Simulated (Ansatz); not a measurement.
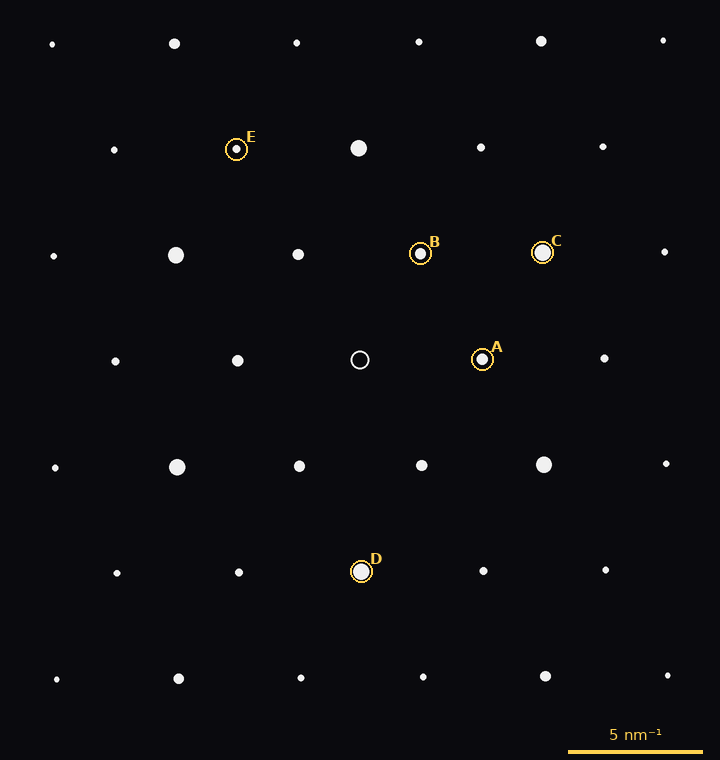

Simulated selected-area electron diffraction pattern (200 kV, kinematic approximation, thin crystal, B = 0.3 Å² for all atoms). The zone axis points towards the electron source and the pattern is seen from the source side.

Crystal: Mn, space group P6_3/mmc (No. 194), a = 2.520 Å, c = 8.152 Å (hexagonal axes). Structure: the input geometry of an electronic-structure calculation (not necessarily at equilibrium); the starting structure was generated, so it need not be a known form of this composition.

Spot A is indexed -1 0 0 and spot B 0 -1 0.

> What are the indices of the remaining marked spots?

C = A + B = -1 -1 0 (d = 1.260 Å). D = A − 2B = -1 2 0 (d = 1.260 Å). E = −2A + 2B = 2 -2 0 (d = 1.091 Å).

> Find the zone axis.

The cross product of A and B is parallel to [001]; every spot obeys hu + kv + lw = 0.

> What are the spacings of A and B and the angle between them?

d(A) = 2.182 Å, d(B) = 2.182 Å, and the angle is 60.0°.
